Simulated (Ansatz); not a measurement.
System: Ni$_{3}$O$_{4}$.

```yaml
crystal:
  lattice:
    - [5.95401, 0.00000, 0.00000]
    - [0.00000, 8.17307, 0.00000]
    - [0.00000, 0.00000, 2.85244]
  atoms:
    - { symbol: Ni, position: [0.25000, 0.75000, 0.50000] }
    - { symbol: Ni, position: [0.75000, 0.25000, 0.50000] }
    - { symbol: Ni, position: [0.25000, 0.25000, 0.50000] }
    - { symbol: Ni, position: [0.75000, 0.75000, 0.50000] }
    - { symbol: Ni, position: [0.00000, 0.00000, 0.00000] }
    - { symbol: Ni, position: [0.50000, 0.50000, 0.00000] }
    - { symbol: O, position: [0.29372, 0.50000, 0.50000] }
    - { symbol: O, position: [0.79372, 0.00000, 0.50000] }
    - { symbol: O, position: [0.20628, 0.00000, 0.50000] }
    - { symbol: O, position: [0.70628, 0.50000, 0.50000] }
    - { symbol: O, position: [0.00000, 0.77228, 0.00000] }
    - { symbol: O, position: [0.50000, 0.27228, 0.00000] }
    - { symbol: O, position: [0.00000, 0.22772, 0.00000] }
    - { symbol: O, position: [0.50000, 0.72772, 0.00000] }
```

Space group Cmmm; a structure from a database of computed crystals, not necessarily the ambient phase; computed pressure about −8 GPa in this cell; computed without spin polarisation.

All numbers below come from DFT PBEsol, scalar-relativistic, plane waves, PAW (Ansatz).

Q: Predict the valence pseudo-density and electron localisation function between the atoms.

A: Ni–O (2.06 Å): ρ is about 0.51 e/Å³ halfway; the ELF peaks at about 0.85 in the valence shell of O, 0.6 Å from its nucleus, and is about 0.20 at the midpoint: no localised pair shows between them.

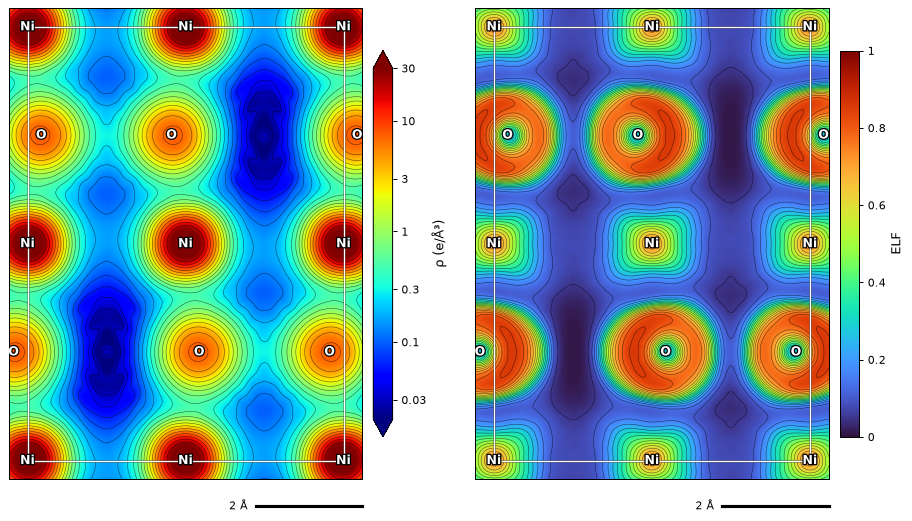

Computed valence pseudo-density and electron localisation function on the (001) plane of the conventional cell, in this order. 
